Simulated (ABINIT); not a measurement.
# Optical-spectrum calculation of Be2C (part 1 of 2)

Be2C (Fm-3m, 3 atoms in the cell), computed with Kohn-Sham DFT of a periodic cell, PBE, PseudoDojo NC SR PBE v0.4.1 standard, no spin polarisation (ABINIT 10.8.3).

The structure derives from an entry of the Crystallography Open Database.

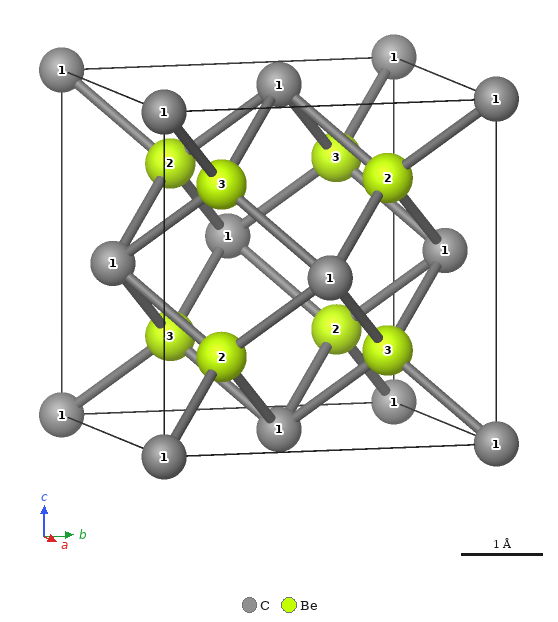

**Figure 1.** The structure (ball-and-stick view of the cell 4 times as large as that of the calculation, set on its symmetry axes, seen slightly off an axis; atoms are numbered from 1 in the order of the input). Near neighbours in the crystal (not all of them lie inside the picture): C has 8 Be at 1.87 Å; Be has 4 C at 1.87 Å.

Input
```
# Datasets
ndtset 3

# Pseudopotentials
pp_dirpath "./"
pseudos "C.upf, Be.upf"

# Structure
acell 3*1.0
rprim
     0.0000000000     4.0912570598     4.0912570598
     4.0912570598     0.0000000000     4.0912570598
     4.0912570598     4.0912570598     0.0000000000
ntypat 2
znucl 6 4
natom 3
typat 1 2 2
xred
            0.0            0.0            0.0
            3/4            3/4            3/4
            1/4            1/4            1/4

# Plane-wave basis
ecut 952.398519 eV

# k points
ngkpt 8 8 8
nshiftk 4
shiftk
     0.5000000000     0.5000000000     0.5000000000
     0.5000000000     0.0000000000     0.0000000000
     0.0000000000     0.5000000000     0.0000000000
     0.0000000000     0.0000000000     0.5000000000
istwfk *1

# Exchange and correlation
ixc 11

# Bands and occupations
occopt 1

# SCF cycle
nstep 80
diemac 6.0

# Output
iomode 3
prteig 0
prtebands 0

# Dataset 1: ground state
nband1 6
tolvrs1 1.0e-12
prtden1 1
prtwf1 0
kptopt1 1

# Dataset 2: empty bands at fixed density
iscf2 -2
getden2 1
nband2 16
nbdbuf2 4
tolwfr2 1.0e-12
nstep2 120
prtden2 0
kptopt2 1

# Dataset 3: wave functions and velocity matrix elements in the full zone
optdriver3 8
wfk_task3 "wfk_optics_fullbz"
getwfk3 2
nband3 12
kptopt3 1
prtevk3 1
inclvkb3 2
```

File optic.abi
```
&FILES
 ddkfile_1 = 'runo_DS3_1_EVK.nc',
 ddkfile_2 = 'runo_DS3_2_EVK.nc',
 ddkfile_3 = 'runo_DS3_3_EVK.nc',
 wfkfile = 'runo_DS3_WFK.nc'
/
&PARAMETERS
 broadening = 0.007350,
 domega = 0.002,
 maxomega = 0.8,
 scissor = 0.018375,
 tolerance = 0.002
/
&COMPUTATIONS
 num_lin_comp = 1,
 lin_comp = 11,
 num_nonlin_comp = 0
/
```

Machine: 1 thread of Arm Neoverse V1, 24 GiB of memory available, shared host.

Run as:
```bash
abinit run.abi > log 2>&1
optic optic.abi > optic.log 2>&1
```

What the program printed
```
.Version 10.8.3 of ABINIT
 DATASET    1 : space group Fm -3 m (#225); Bravais cF (face-center cubic)
================================================================================
 Values of the parameters that define the memory need for DATASET  1.
     intxc =       0    ionmov =       0      iscf =       7    lmnmax =       4
     lnmax =       4     mgfft =      32  mpssoang =       2    mqgrid =    3001
     natom =       3  nloc_mem =       1    nspden =       1   nspinor =       1
    nsppol =       1      nsym =      48    n1xccc =    2501    ntypat =       2
    occopt =       1   xclevel =       2
       mpw =        1375          nfft =       32768          nkpt =          60
================================================================================
================================================================================

 DATASET    2 : space group Fm -3 m (#225); Bravais cF (face-center cubic)
================================================================================
 Values of the parameters that define the memory need for DATASET  2.
     intxc =       0    ionmov =       0      iscf =      -2    lmnmax =       4
     lnmax =       4     mgfft =      32  mpssoang =       2    mqgrid =    3001
     natom =       3  nloc_mem =       1    nspden =       1   nspinor =       1
    nsppol =       1      nsym =      48    n1xccc =    2501    ntypat =       2
    occopt =       1   xclevel =       2
       mpw =        1375          nfft =       32768          nkpt =          60
================================================================================
================================================================================

 DATASET    3 : space group Fm -3 m (#225); Bravais cF (face-center cubic)
================================================================================
 Values of the parameters that define the memory need for DATASET  3.
     intxc =       0    ionmov =       0      iscf =       7    lmnmax =       4
     lnmax =       4     mgfft =      32  mpssoang =       2    mqgrid =    3001
     natom =       3  nloc_mem =       1    nspden =       1   nspinor =       1
    nsppol =       1      nsym =      48    n1xccc =    2501    ntypat =       2
    occopt =       1   xclevel =       2
       mpw =        1375          nfft =       32768          nkpt =          60
================================================================================
================================================================================

--------------------------------------------------------------------------------
------------- Echo of variables that govern the present computation ------------
--------------------------------------------------------------------------------
 -outvars: echo values of preprocessed input variables --------
            acell      1.0000000000E+00  1.0000000000E+00  1.0000000000E+00 Bohr
              amu      1.20110000E+01  9.01218200E+00
           diemac      6.00000000E+00
             ecut      3.50000000E+01 Hartree
           getden1          0
           getden2          1
           getden3          0
           getwfk1          0
           getwfk2          0
           getwfk3          2
             iscf1          7
             iscf2         -2
             iscf3          7
              ixc          11
           jdtset        1    2    3
                       outvar_i_n : Printing only first  50 k-points.
         kptrlatt        8   -8    8     -8    8    8     -8   -8    8
          kptrlen      6.54601130E+01
            natom           3
            nband1          6
            nband2         16
            nband3         12
           nbdbuf1          0
           nbdbuf2          4
           nbdbuf3          0
           ndtset           3
            ngfft          32      32      32
             nkpt          60
            nstep1         80
            nstep2        120
            nstep3         80
             nsym          48
           ntypat           2
        optdriver1          0
        optdriver2          0
        optdriver3          8
           prtden1          1
           prtden2          0
           prtden3          1
        prtebands           0
           prteig           0
           prtevk1          0
           prtevk2          0
           prtevk3          1
            prtwf1          0
            prtwf2          1
            prtwf3          1
            rprim      0.0000000000E+00  4.0912570598E+00  4.0912570598E+00
                       4.0912570598E+00  0.0000000000E+00  4.0912570598E+00
                       4.0912570598E+00  4.0912570598E+00  0.0000000000E+00
           shiftk      5.00000000E-01  5.00000000E-01  5.00000000E-01
          spgroup         225
           tolvrs1     1.00000000E-12
           tolvrs2     0.00000000E+00
           tolvrs3     0.00000000E+00
           tolwfr1     0.00000000E+00
           tolwfr2     1.00000000E-12
           tolwfr3     0.00000000E+00
            typat      1  2  2
         wfk_task1          0
         wfk_task2          0
         wfk_task3          7
                       outvars : Printing only first  50 k-points.
           xangst      0.0000000000E+00  0.0000000000E+00  0.0000000000E+00
                       3.2474999978E+00  3.2474999978E+00  3.2474999978E+00
                       1.0824999993E+00  1.0824999993E+00  1.0824999993E+00
            xcart      0.0000000000E+00  0.0000000000E+00  0.0000000000E+00
                       6.1368855897E+00  6.1368855897E+00  6.1368855897E+00
                       2.0456285299E+00  2.0456285299E+00  2.0456285299E+00
             xred      0.0000000000E+00  0.0000000000E+00  0.0000000000E+00
                       7.5000000000E-01  7.5000000000E-01  7.5000000000E-01
                       2.5000000000E-01  2.5000000000E-01  2.5000000000E-01
            znucl        6.00000    4.00000

================================================================================

 chkinp: Checking input parameters for consistency, jdtset=   1.

 chkinp: Checking input parameters for consistency, jdtset=   2.

 chkinp: Checking input parameters for consistency, jdtset=   3.

================================================================================
== DATASET  1 ==================================================================

--- !DatasetInfo
iteration_state: {dtset: 1, }
dimensions: {natom: 3, nkpt: 60, mband: 6, nsppol: 1, nspinor: 1, nspden: 1, mpw: 1375, }
cutoff_energies: {ecut:  35.0, pawecutdg:  -1.0, }
electrons: {nelect:   1.20000000E+01, charge:   0.00000000E+00, occopt:   1.00000000E+00, tsmear:   1.00000000E-02, }
meta: {optdriver: 0, ionmov: 0, optcell: 0, iscf: 7, paral_kgb: 0, }
...

 Exchange-correlation functional for the present dataset will be:
  GGA: Perdew-Burke-Ernzerhof functional - ixc=11
  J.P.Perdew, K.Burke, M.Ernzerhof, PRL 77, 3865 (1996)

 Real(R)+Recip(G) space primitive vectors, cartesian coordinates (Bohr,Bohr^-1):
 R(1)=  0.0000000  4.0912571  4.0912571  G(1)= -0.1222118  0.1222118  0.1222118
 R(2)=  4.0912571  0.0000000  4.0912571  G(2)=  0.1222118 -0.1222118  0.1222118
 R(3)=  4.0912571  4.0912571  0.0000000  G(3)=  0.1222118  0.1222118 -0.1222118
 Unit cell volume ucvol=  1.3696207E+02 bohr^3
 Angles (23,13,12)=  6.00000000E+01  6.00000000E+01  6.00000000E+01 degrees

 getcut: wavevector=  0.0000  0.0000  0.0000  ngfft=  32  32  32
         ecut(hartree)=     35.000   => boxcut(ratio)=   2.07673

--- Pseudopotential description ------------------------------------------------
- pspini: atom type   1  psp file is ./C.upf
   6.00000   4.00000  171031                  znucl, zion, pspdat
12 -101130 1 -1 1248                          pspcod,pspxc,lmax,lloc,mmax
     nproj     2     2

- pspini: atom type   2  psp file is ./Be.upf
   4.00000   4.00000  171031                  znucl, zion, pspdat
12 -101130 1 -1 1358                          pspcod,pspxc,lmax,lloc,mmax
     nproj     2     2

   1.26108258E+02                                ecore*ucvol(ha*bohr**3)
--------------------------------------------------------------------------------

================================================================================

--- !BeginCycle
iteration_state: {dtset: 1, }
solver: {iscf: 7, nstep: 80, nline: 4, wfoptalg: 0, }
tolerances: {tolvrs: 1.00E-12, }
...

     iter   Etot(hartree)      deltaE(h)  residm     vres2
 ETOT  1  -33.878664214296    -3.388E+01 4.287E-01 1.123E+02
 ETOT  2  -33.952494881595    -7.383E-02 1.618E-04 1.824E+01
 ETOT  3  -33.956769339441    -4.274E-03 5.923E-05 1.705E+00
 ETOT  4  -33.957151654205    -3.823E-04 4.218E-06 7.550E-02
 ETOT  5  -33.957170650050    -1.900E-05 1.348E-07 4.139E-05
 ETOT  6  -33.957170658481    -8.431E-09 1.557E-09 8.776E-06
 ETOT  7  -33.957170660563    -2.082E-09 1.361E-11 2.869E-08
 ETOT  8  -33.957170660570    -6.892E-12 7.774E-14 1.143E-10
 ETOT  9  -33.957170660570    -6.892E-13 8.757E-16 1.465E-12
 ETOT 10  -33.957170660570     3.411E-13 2.409E-18 1.455E-15

 At SCF step   10       vres2   =  1.45E-15 < tolvrs=  1.00E-12 =>converged.

 Cartesian components of stress tensor (hartree/bohr^3)
  sigma(1 1)=  1.44708633E-04  sigma(3 2)=  0.00000000E+00
  sigma(2 2)=  1.44708633E-04  sigma(3 1)=  0.00000000E+00
  sigma(3 3)=  1.44708633E-04  sigma(2 1)=  0.00000000E+00
```
